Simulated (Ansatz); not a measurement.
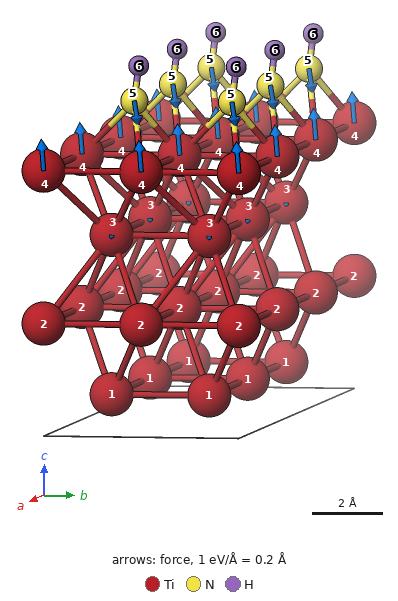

Starting geometry of a slab of composition Ti4HN (cut from the Im-3m phase) with the computed forces as blue arrows. Style: ball-and-stick. Shown: the 3 × 2 repeat of the cell, outlined in the plane, without the vacuum, slightly off an axis.

Case: NH put at a hollow Ti-Ti-Ti site. The slab is the (1 1 0) face of Ti with NH on it. 2 atoms are held fixed.

Theory: DFT r2SCAN, scalar-relativistic, plane waves, PAW (Ansatz). Set-up: plane-wave cutoff 500 eV; k-point mesh 11 × 11 × 1; occupations gaussian; smearing width 0.1 eV; no spin polarisation; dipole correction; atoms relaxed in a fixed cell; force threshold 0.03 eV/Å; at most 70 steps.

> Is this structure relaxed? If not, where do the atoms go?

It isn't relaxed: the largest force vector, on Ti4, is 4.79 eV/Å. The final displacements follow the starting forces only in part (cosine between the two patterns 0.44). The energy falls by 2.777 eV per cell of the calculation in 10 geometry steps. Largest force component: 4.8 eV/Å at the start, 0.0083 eV/Å at the end. The largest move is that of H6, 0.88 Å at 48° to the normal (−c side). Largest moves by element: H 0.88 Å, N 0.67 Å, Ti 0.42 Å. The cell stays as it was. Near-neighbour distances that change, for instance: Ti4–N5 3.525 → 2.978 Å, Ti4–N5 (another image) 2.502 → 1.966 Å, Ti3–Ti4 3.119 → 3.567 Å, Ti2–Ti3 3.304 → 2.944 Å. Among the angles between lasting bonds that change: Ti4–N5–Ti4 81.1° → 111.6°, Ti4–N5–H6 141.5° → 117.1°, Ti4–N5–Ti4 71.4° → 89.4°.

Limits of the set-up: the periodic images lie only 2.8 Å apart, so the values are limited by the cell's size.
